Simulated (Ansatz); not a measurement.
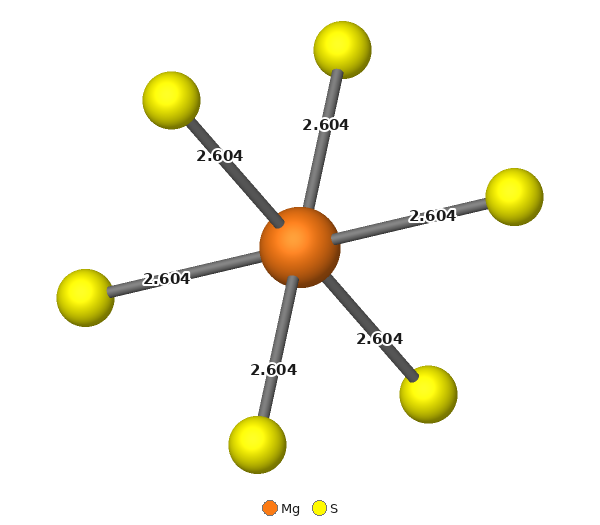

The surroundings of site Mg3 (at 0.000, 0.000, 0.500) in MgS (P-3m1, No. 164), with bond lengths in Å.

Origin of the cell: coordinates from a relaxation with Ansatz 0.2.0, DFT PBE, scalar-relativistic, plane waves, PAW; the starting structure was generated, so it need not be a known form of this composition.

```yaml
crystal:
  lattice:
    - [3.66667, 0.00000, 0.00000]
    - [-1.83334, 3.17543, 0.00000]
    - [0.00000, 0.00000, 15.62859]
  atoms:
    - { symbol: Mg, position: [0.33333, 0.66667, 0.69394] }
    - { symbol: S, position: [0.00000, 0.00000, 0.79124] }
    - { symbol: Mg, position: [0.66667, 0.33333, 0.89534] }
    - { symbol: S, position: [0.00000, 0.00000, 0.00000] }
    - { symbol: Mg, position: [0.33333, 0.66667, 0.10466] }
    - { symbol: S, position: [0.00000, 0.00000, 0.20876] }
    - { symbol: Mg, position: [0.66667, 0.33333, 0.30606] }
    - { symbol: S, position: [0.33333, 0.66667, 0.40299] }
    - { symbol: Mg, position: [0.00000, 0.00000, 0.50000] }
    - { symbol: S, position: [0.66667, 0.33333, 0.59701] }
```

Bond valence s = exp((R0 − d)/b), R0 fitted to published crystal structures with b = 0.37 Å; R0 in Å: Mg2+–S 2.186.

Calculate the bond-valence sum of Mg3 from the bonds drawn.

6 × 0.323 = 1.94 v.u., against a formal valence of 2: a close match.

And over the whole structure?

| site | x, y, z | formal valence | bond-valence sum | difference |
| --- | --- | --- | --- | --- |
| Mg1 | 0.333, 0.667, 0.694 | +2 | 1.95 | -0.05 |
| S1 | 0.000, 0.000, 0.791 | −2 | 1.79 | -0.21 |
| Mg2 | 0.667, 0.333, 0.895 | +2 | 1.62 | -0.38 |
| S2 | 0.000, 0.000, 0.000 | −2 | 1.61 | -0.39 |
| S3 | 0.333, 0.667, 0.403 | −2 | 1.96 | -0.04 |
| Mg3 | 0.000, 0.000, 0.500 | +2 | 1.95 | -0.05 |

These sums include all anions within 5 Å. The global instability index (root mean square of the differences over all atoms) is 0.23 v.u.: above 0.2, which by the usual rule of thumb marks a strained structure. Cells relaxed with PBE tend to have slightly long bonds, which lowers the sums.
